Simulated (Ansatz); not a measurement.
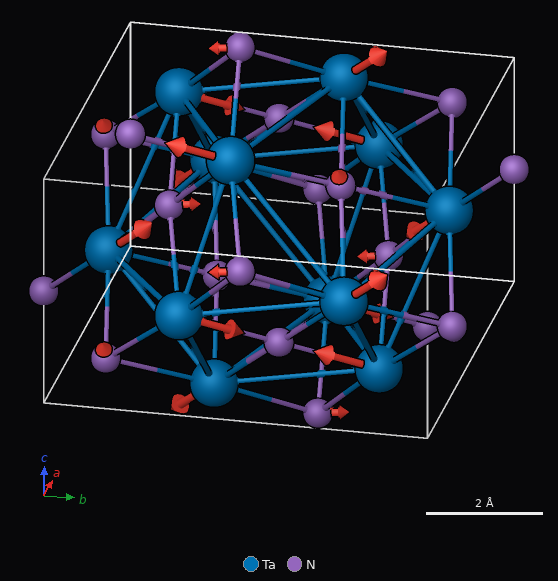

The lowest optical mode of a crystal of Ta4N5, space group I4/m (No. 87), at the zone centre. The red arrows give the relative displacements of the atoms. The picture is a ball-and-stick view of the conventional cell (2 times the calculation's cell), seen from a free direction. Lengths and directions refer to the drawn axes.

Level of theory: Ansatz 0.2.0, DFT LDA, scalar-relativistic, plane waves, PAW.

Input
```yaml
crystal:
  lattice:
    - [-3.391879313, 3.391879313, 2.1152421016]
    - [3.391879313, -3.391879313, 2.1152421016]
    - [3.391879313, 3.391879313, -2.1152421016]
  atoms:
    - { symbol: Ta, position: [0.7846847702, 0.6049050536, 0.3895898238] }
    - { symbol: Ta, position: [0.3950949464, 0.7846847702, 0.1797797166] }
    - { symbol: Ta, position: [0.6049050536, 0.2153152298, 0.8202202834] }
    - { symbol: Ta, position: [0.2153152298, 0.3950949464, 0.6104101762] }
    - { symbol: "N", position: [0.5, 0.5, 0.0] }
    - { symbol: "N", position: [0.9079668579, 0.3063401452, 0.2143070032] }
    - { symbol: "N", position: [0.6936598548, 0.9079668579, 0.6016267127] }
    - { symbol: "N", position: [0.3063401452, 0.0920331421, 0.3983732873] }
    - { symbol: "N", position: [0.0920331421, 0.6936598548, 0.7856929968] }
basis:
  ecutwfc: 420
kpoints:
  mp_grid: { grid: [10, 10, 10] }
hamiltonian:
  xc: lda
scf:
  occupations: { method: fermi_dirac, width: 0.15 }
output:
  eigenvalues: true
phonons:
  method: dfpt
  eigenvectors: true
```

Command:
```bash
ansatz run input.yaml --threads 4 --pin off --max-ram 12288MiB --backend cpu --events-out ev --progress --plain --runs-dir out
```

The frequencies depend somewhat on the k-mesh and the smearing.

**Is this crystal at a minimum with respect to the drawn distortion?**

Yes: this softest mode has a real frequency, and so have all others here. That speaks for this wave vector alone: the rest of the zone wasn't checked in this run. This is the B_g mode at 114 cm⁻¹, the lowest optical level, Raman-active by symmetry. The N (2b) atoms stay at rest; atoms of one kind move against one another, with no net shift of any sublattice; the kinetic energy is shared as Ta 99 %, N 1 %.
